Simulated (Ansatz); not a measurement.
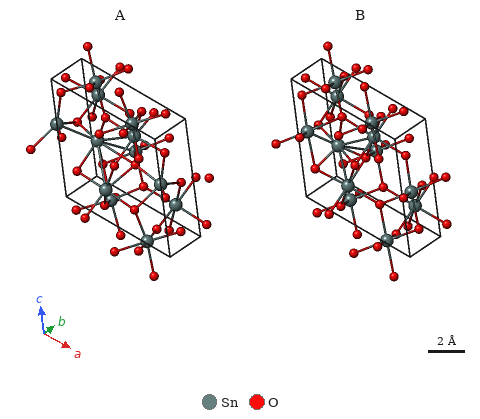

Two geometries of a defect cell of composition Sn₉O₁₆, drawn at one scale. One is the start of a relaxation, the other its converged end. The picture is a ball-and-stick view of the cell of the calculation (origin shifted), seen slightly off an axis.

These are results of Ansatz 0.2.0, DFT PBE, scalar-relativistic, plane waves, PAW, not measurements. Set-up: plane-wave cutoff 420 eV; k-point mesh 3 × 3 × 3; occupations gaussian; smearing width 0.01 eV; no spin polarisation; atoms relaxed in a fixed cell; force threshold 0.025 eV/Å; at most 45 steps.

### Which geometry has the lower energy?

Structure A is the relaxed one. Case: Sn interstitial, charge +0, atoms relaxed at the host's cell. Over 15 accepted moves (16 points after the start) the energy falls by 14.287 eV per cell of the calculation. The largest force component goes from 26 to 0.0068 eV/Å. The line search rejected the trial step at point 10 of the run. An O atom moves most: 0.81 Å along [2 −1 0]. Largest moves by element: O 0.81 Å, Sn 0.76 Å. The cell stays as it was. Near-neighbour distances that change, for instance: O–Sn 3.664 → 2.118 Å, O–Sn 1.729 → 2.622 Å, O–Sn 2.599 → 3.338 Å, Sn–Sn 2.374 → 3.107 Å. Bond angles that change, for instance: O–Sn–O 176.2° → 141.4°, O–Sn–O 103.7° → 133.7°, Sn–O–Sn 128.8° → 100.8°. Cost: 7.6 min on 4 threads of Arm Neoverse V2, on a shared host, peak memory 1.4 GiB.

Limits of the set-up: the periodic images lie only 6.8 Å apart, so the values are limited by the cell's size.
